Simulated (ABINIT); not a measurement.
**ZnS (F-43m): refractive index against wavelength**

The refractive index of ZnS (F-43m) below the direct gap (2.11 eV on the mesh) is read from one computed spectrum, n = √(Re ε).

Cell: a, b, c = 3.821, 3.821, 3.821 Å (primitive vectors), 2 atoms.

Method: ABINIT 10.8.3, PBE, independent particles, k-mesh 11×11×11, Lorentzian half width 0.05 eV.

Launch of the response step: `optic optic.abi`. The run took 65 s, its band step included, on 4 threads of Arm Neoverse V2, with other jobs on the host.

```tsv
wavelength (nm)	photon energy E (eV)	n
3000	0.413	2.5082
2000	0.620	2.5162
1550	0.800	2.5261
1310	0.946	2.5363
1064	1.165	?
850	1.459	2.5923
```

In the single-oscillator model n² − 1 = E₀E_d/(E₀² − E²), so 1/(n² − 1) = E₀/E_d − E²/(E₀E_d) is linear in E².

Working, on the rows shown:

| x = E² (eV²) | y = 1/(n² − 1) |
| --- | --- |
| 0.170801 | 0.188998 |
| 0.384302 | 0.187573 |
| 0.639837 | 0.185833 |
| 0.895757 | 0.184067 |
| 2.12762 | 0.174825 |

Means: x̄ = 0.84366, ȳ = 0.18426. Σ(x − x̄)(y − ȳ) = -0.01716, Σ(x − x̄)² = 2.357. Slope = -0.01716 / 2.357 = -0.00728; intercept = ȳ − slope · x̄ = 0.1904. Turned back into n, the line misses the rows shown by at most 0.0011.

What does the fit predict for the withheld row, and how well does it do?

At x = 1.3578 the line gives y = 0.18052, that is 2.5573. The run gave 2.5558, so the interpolation is off by 0.0015, 1.8 % of the range in the table.

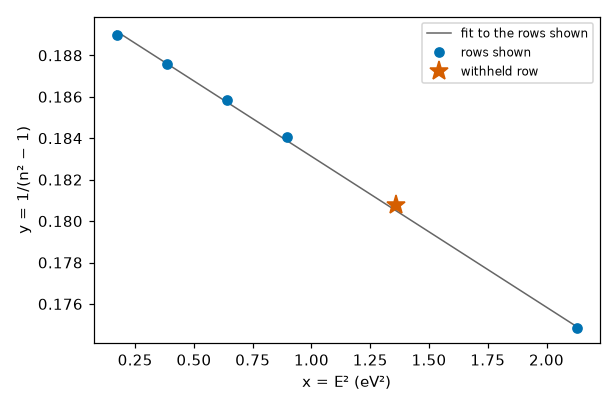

Refitted with all rows, the slope is -0.007239 and the intercept 0.1904. These give E₀ = √(intercept/−slope) = 5.13 eV and E_d = E₀/intercept = 26.9 eV; E₀ is 2.4 times the direct gap. The electronic limit at long wavelengths, without lattice vibrations, is n = √(1 + 1/intercept) = 2.500. The cell comes from an older database entry, whose edges can be off by a per cent or so. Excitons are left out and so are local fields; PBE gaps are as a rule too small. The values come from a sum over the points of one k-mesh and carry its error, which grows as the direct gap shrinks.

[Logs are printed without paths, hosts, clocks, repeated set-up lines and the standing remarks that a program may print on its own settings, such as how far it seeks lower states.]
